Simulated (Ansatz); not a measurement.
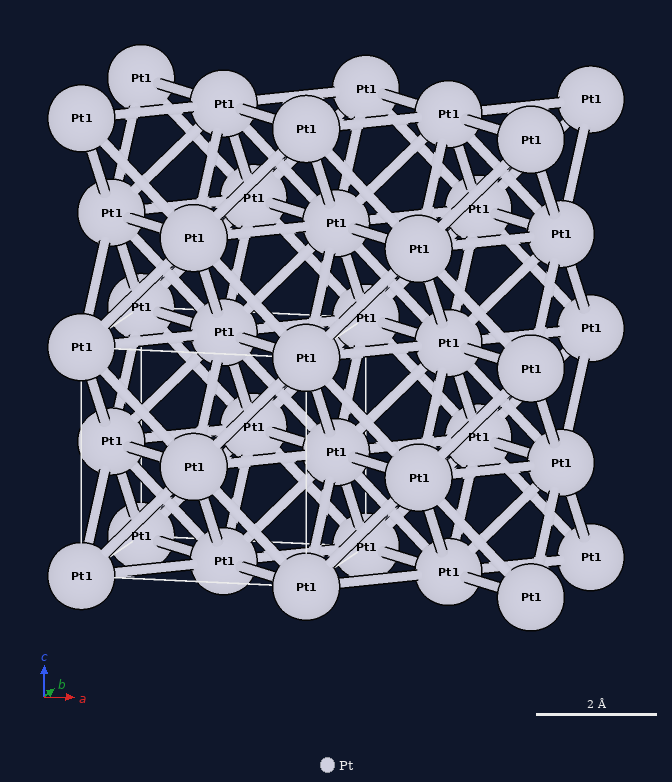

Figure 1. The input geometry of run A (ball-and-stick view of the cell 4 times as large as that of the calculation, set on its symmetry axes, repeated 2 × 1 × 2, seen slightly off an axis; atoms are numbered from 1 in the order of the input). Near neighbours in the crystal (not all of them lie inside the picture): Pt has 12 Pt at 2.75 Å.

## Two runs on Pt

System: Pt (Fm-3m, 1 atom in the cell).
Method of run A: DFT, LDA, plane waves, PAW, Ueff = 6 eV on Pt d, no spin polarisation (Ansatz 0.2.0).

The structure derives from a Materials Project entry. Text and figures count atoms from 1; the logs count them from 0 in places.

### Input file, run A
```yaml
crystal:
  lattice:
    - [0.0, 1.9457172375, 1.9457172375]
    - [1.9457172375, 0.0, 1.9457172375]
    - [1.9457172375, 1.9457172375, 0.0]
  atoms:
    - { symbol: Pt, position: [0.0, 0.0, 0.0] }
basis:
  ecutwfc: 420
  precision: f64
kpoints:
  mp_grid: { grid: [18, 18, 18] }
hamiltonian:
  xc: lda
  hubbard: { sites: [{ species: Pt, l: d, u_eff: 6.0 }], double_counting: amf }
scf:
  occupations: { method: gaussian, width: 0.1 }
  eigensolver: { kind: davidson }
output:
  forces: true
  eigenvalues: true
  stress: true
relax:
  adjacent_minimum: "off"
  f_tol: 0.005
  max_steps: 80
  cell: { stress_tol: 0.05 }
```

Launched with:
```bash
ansatz run input.yaml --threads 4 --pin off --max-ram 8192MiB --backend cpu --events-out ev --progress --plain --runs-dir out
```

Hardware: 4 threads of AMD EPYC (Zen 3), 189 GiB of memory available, shared host.

### Output, shortened to warnings, some set-up lines, iterations and results (run A)
```
Basis set: ecut = 420 eV, 283 PW (Γ)
Symmetry: 48 space group operations
k-points: 195 of 5832
Initial density: superposition of atomic densities (chi_scale 0.1, normalization cell)
[...]
SCF iter   1: F=—  HF=-12245.416626 eV  |F-HF|=—  |Δ(HF+E_count)|=         —  Δρ=9.55e-2  dr2=1.23e0  ethr=6.85e-3  ⟨swp⟩=2.2  Hψ=12624  notcnv=0
SCF iter   2: F=—  HF=-12245.099966 eV  |F-HF|=—  |Δ(HF+E_count)|=   3.17e-1  Δρ=4.59e-2  dr2=2.50e-1  ethr=6.83e-3  ⟨swp⟩=2.0  Hψ=5071  notcnv=0
SCF iter   3: F=—  HF=-12245.037284 eV  |F-HF|=—  |Δ(HF+E_count)|=   6.27e-2  Δρ=5.79e-3  dr2=1.49e-3  ethr=7.86e-6  ⟨swp⟩=2.8  Hψ=10842  notcnv=0
SCF iter   4: F=—  HF=-12245.039252 eV  |F-HF|=—  |Δ(HF+E_count)|=   1.97e-3  Δρ=9.01e-4  dr2=2.44e-5  ethr=7.86e-6  ⟨swp⟩=2.9  Hψ=4671  notcnv=0
SCF iter   5: F=—  HF=-12245.039317 eV  |F-HF|=—  |Δ(HF+E_count)|=   6.55e-5  Δρ=1.75e-4  dr2=3.60e-6  ethr=1.36e-7  ⟨swp⟩=3.0  Hψ=5099  notcnv=0
[... 18 lines ...]
SCF iter   2: F=—  HF=-12245.039458 eV  |F-HF|=—  |Δ(HF+E_count)|=   1.20e-8  Δρ=1.95e-6  dr2=7.89e-11  ethr=2.93e-12  ⟨swp⟩=4.2  Hψ=7721  notcnv=0
SCF iter   3: F=—  HF=-12245.039458 eV  |F-HF|=—  |Δ(HF+E_count)|=  1.27e-11  Δρ=6.58e-7  dr2=1.31e-11  ethr=1.00e-12  ⟨swp⟩=2.0  Hψ=4339  notcnv=0
SCF iter   4: F=-12245.039458 eV  HF=-12245.039458 eV  |F-HF|=7.28e-12  |Δ(HF+E_count)|=  7.28e-12  Δρ=1.43e-7  dr2=3.53e-13  ethr=1.00e-12  ⟨swp⟩=2.0  Hψ=4338  notcnv=0
SCF 4 converged in 4 iterations: F = -12245.039458 eV  dr2 = 3.53e-13
relax step   4: F+E_penalty+E_count = -12245.03945832 eV  Δ(F+E_penalty+E_count) = -1.182e-5 eV  max|allowed force component| = 0.000e0 eV/Å  Δτ_max = 0.0000 Å  P = -0.011 …
basis re-selected at this cell: Δ(F+E_penalty+E_count) = -1.182e-5 eV, ΔP = +0.000 GPa vs the last step (what re-selecting the basis moved, of the pressure what is left beyond the Pulay correction that the steps carried, after the strain that the cell walked since its last selection, with what the …
SCF converged after 4 iterations
Free energy (F): -12245.039458 eV
Harris-Foulkes:  -12245.039458 eV  (|F-HF|=7.28e-12)
Internal energy: -12245.029966 eV  (E = F + TS)
E sigma→0 (E₀):  -12245.034712 eV
Entropy (-TS):   -0.009492 eV (-9.492 meV/atom)
Fermi energy:    23.731143 eV
--- Per-component energies (eV) ---
  E_band       = -126.195433
  E_kinetic    = 639.173392
  E_local      = -1441.045876  (includes V_loc(G=0)·N_el)
  E_nonlocal   = 206.794841
  E_hartree    = 533.632788
  E_xc         = -260.884394
  E_vxc        = -303.385383  (∫ρ·V_xc dr)
  E_hubbard    = -0.069748  (on-site DFT+U / exact-exchange correction)
  E_vhub       = -0.139495  (the Hubbard potential's part of the band-sum identity)
  E_paw        = -9177.645565  (= ΣΔE_a)
  E_vpaw       = -294.858660  (= ΣTr[D̂ρ^β])
  E_aug_tail   = 0.000161  (compensation charges beyond the density's cutoff)
  E_ewald      = -2745.449434
  E_core_change = 0.463869  (= ΣΔE_core)
  E_smearing   = -0.009492  (= −TS)
  E_closure    = 0.000000  (closes the sum)
  Σ components = -12245.039458   (vs F -12245.039458, Δ=0.00e0)
DFT+U double counting: amf (around mean field; hamiltonian.hubbard.double_counting)
--- Forces (eV/Å), atoms counted from 1 ---
  atom   1  Pt    -0.00000000    -0.00000000     0.00000000
  max |Σ_I F_I| component: 1.23e-31 eV/Å
--- Stress (GPa, compression-positive) ---
       -0.011381      -0.000000      -0.000000
       -0.000000      -0.011381      -0.000000
       -0.000000      -0.000000      -0.011381
  P = ⅓ Tr σ = -0.0114 GPa (-0.114 kbar)
Occupation matrices written to [file]
--- Relaxed structure (3 steps of the walk, 2 accepted, 1 SCFs on fresh bases) ---
  F+E_penalty+E_count = -12245.03945832 eV   max|allowed force component| = 0.000e0 eV/Å   (the final SCF, on the basis selected at the relaxed cell)
  cell:  # Å, volume = 14.7802 Å³
    - [-3.8215290246716924e-35, 1.9478236955914083, 1.9478236955914083]
    - [1.9478236955914083, 1.751534136307859e-35, 1.9478236955914083]
[...]
```

For run B the input was changed thus:
```diff
-  precision: f64
-  hubbard: { sites: [{ species: Pt, l: d, u_eff: 6.0 }], double_counting: amf }
-  eigensolver: { kind: davidson }
+  write_density: true
+  write_potential: true
+  elf: true
+  volumetric_format: npy
```

What does this change do to the results?

The total energies belong to different models, so their difference says nothing on which is more stable or more accurate. The volume per atom goes from 14.78 to 14.76 Å³. The SCF takes 18 iterations over all geometry steps against 20. On the same kind of shared host run B took about 0.67 times as long. The two runs start from different initial densities, which also moves the count.

### Output, shortened to warnings, some set-up lines, iterations and results (run B)
```
Basis set: ecut = 420 eV, 283 PW (Γ)
Symmetry: 48 space group operations
k-points: 195 of 5832
Initial density: superposition of atomic densities (neutral atoms: chi_scale 0, normalization atom), corrected by the library's trained network
[...]
SCF iter   1: F=—  HF=-12244.990902 eV  |F-HF|=—  |Δ(HF+E_count)|=         —  Δρ=6.82e-3  dr2=2.97e-3  ethr=1.77e-3  ⟨swp⟩=5.0  Hψ=14183  notcnv=0
SCF iter   2: F=—  HF=-12244.989862 eV  |F-HF|=—  |Δ(HF+E_count)|=   1.04e-3  Δρ=3.42e-3  dr2=6.02e-4  ethr=1.65e-5  ⟨swp⟩=1.3  Hψ=4277  notcnv=0
SCF iter   3: F=—  HF=-12244.989721 eV  |F-HF|=—  |Δ(HF+E_count)|=   1.41e-4  Δρ=2.77e-4  dr2=1.99e-6  ethr=3.35e-6  ⟨swp⟩=2.4  Hψ=3354  notcnv=0
SCF iter   4: F=—  HF=-12244.989724 eV  |F-HF|=—  |Δ(HF+E_count)|=   2.90e-6  Δρ=3.35e-5  dr2=3.96e-8  ethr=1.11e-8  ⟨swp⟩=2.4  Hψ=4095  notcnv=0
SCF iter   5: F=-12244.989724 eV  HF=-12244.989724 eV  |F-HF|=7.42e-10  |Δ(HF+E_count)|=   1.23e-7  Δρ=3.80e-6  dr2=1.14e-9  ethr=2.20e-10  ⟨swp⟩=2.4  Hψ=3788  notcnv=0
[... 16 lines ...]
SCF iter   1: F=—  HF=-12244.989769 eV  |F-HF|=—  |Δ(HF+E_count)|=         —  Δρ=3.13e-6  dr2=2.01e-10  ethr=2.74e-8  ⟨swp⟩=2.7  Hψ=20287  notcnv=0
SCF iter   2: F=—  HF=-12244.989769 eV  |F-HF|=—  |Δ(HF+E_count)|=   2.17e-7  Δρ=1.54e-6  dr2=4.39e-11  ethr=1.11e-12  ⟨swp⟩=2.4  Hψ=4570  notcnv=0
SCF iter   3: F=-12244.989769 eV  HF=-12244.989769 eV  |F-HF|=1.82e-12  |Δ(HF+E_count)|=  3.64e-12  Δρ=8.04e-8  dr2=2.41e-13  ethr=1.00e-12  ⟨swp⟩=5.4  Hψ=10624  notcnv=0
SCF 4 converged in 3 iterations: F = -12244.989769 eV  dr2 = 2.41e-13
relax step   4: F+E_penalty+E_count = -12244.98976885 eV  Δ(F+E_penalty+E_count) = -8.357e-6 eV  max|allowed force component| = 0.000e0 eV/Å  Δτ_max = 0.0000 Å  P = -0.004 …
basis re-selected at this cell: Δ(F+E_penalty+E_count) = -8.357e-6 eV, ΔP = -0.000 GPa vs the last step (what re-selecting the basis moved, of the pressure what is left beyond the Pulay correction that the steps carried, after the strain that the cell walked since its last selection, with what the …
SCF converged after 3 iterations
Free energy (F): -12244.989769 eV
Harris-Foulkes:  -12244.989769 eV  (|F-HF|=1.82e-12)
Internal energy: -12244.979462 eV  (E = F + TS)
E sigma→0 (E₀):  -12244.984615 eV
Entropy (-TS):   -0.010307 eV (-10.307 meV/atom)
Fermi energy:    23.718701 eV
--- Per-component energies (eV) ---
  E_band       = -125.170988
  E_kinetic    = 639.293274
  E_local      = -1439.424465  (includes V_loc(G=0)·N_el)
  E_nonlocal   = 206.842764
  E_hartree    = 533.196963
  E_xc         = -260.901062
  E_vxc        = -303.407377  (∫ρ·V_xc dr)
  E_paw        = -9177.664994  (= ΣΔE_a)
  E_vpaw       = -294.869258  (= ΣTr[D̂ρ^β])
  E_aug_tail   = 0.000161  (compensation charges beyond the density's cutoff)
  E_ewald      = -2746.785973
  E_core_change = 0.463869  (= ΣΔE_core)
  E_smearing   = -0.010307  (= −TS)
  E_closure    = 0.000000  (closes the sum)
  Σ components = -12244.989769   (vs F -12244.989769, Δ=0.00e0)
--- Forces (eV/Å), atoms counted from 1 ---
  atom   1  Pt    -0.00000000     0.00000000     0.00000000
  max |Σ_I F_I| component: 2.47e-32 eV/Å
--- Stress (GPa, compression-positive) ---
       -0.004028      -0.000000      -0.000000
       -0.000000      -0.004028      -0.000000
       -0.000000      -0.000000      -0.004028
  P = ⅓ Tr σ = -0.0040 GPa (-0.040 kbar)
--- Relaxed structure (3 steps of the walk, 2 accepted, 1 SCFs on fresh bases) ---
  F+E_penalty+E_count = -12244.98976885 eV   max|allowed force component| = 0.000e0 eV/Å   (the final SCF, on the basis selected at the relaxed cell)
  cell:  # Å, volume = 14.7586 Å³
    - [2.8024546180925743e-34, 1.94687591835599, 1.94687591835599]
    - [1.94687591835599, 1.7833802115134561e-34, 1.94687591835599]
    - [1.94687591835599, 1.94687591835599, 2.5476860164477947e-35]
  atoms:
    - { symbol: Pt, position: [0.0, 0.0, 0.0] }
```

### The two runs side by side

| quantity | run A | run B |
| --- | --- | --- |
| outcome | converged | converged |
| free energy per atom (eV) | −12245.0395 | −12244.9898 |
| energy per atom, smearing taken to zero (eV) | −12245.0347 | −12244.9846 |
| gap on the mesh (eV) | 0.00 | 0.00 |
| pressure (GPa) | −0.01 | 0.00 |
| volume per atom (Å³) | 14.78 | 14.76 |
| largest force (eV/Å) | 0.000 | 0.000 |
| SCF iterations | 20 | 18 |
| irreducible k-points | 195 | 195 |
| wall time (shared host) | 14 s | 9.5 s |

For both runs: Spin–orbit coupling is left out, which matters for Pt.
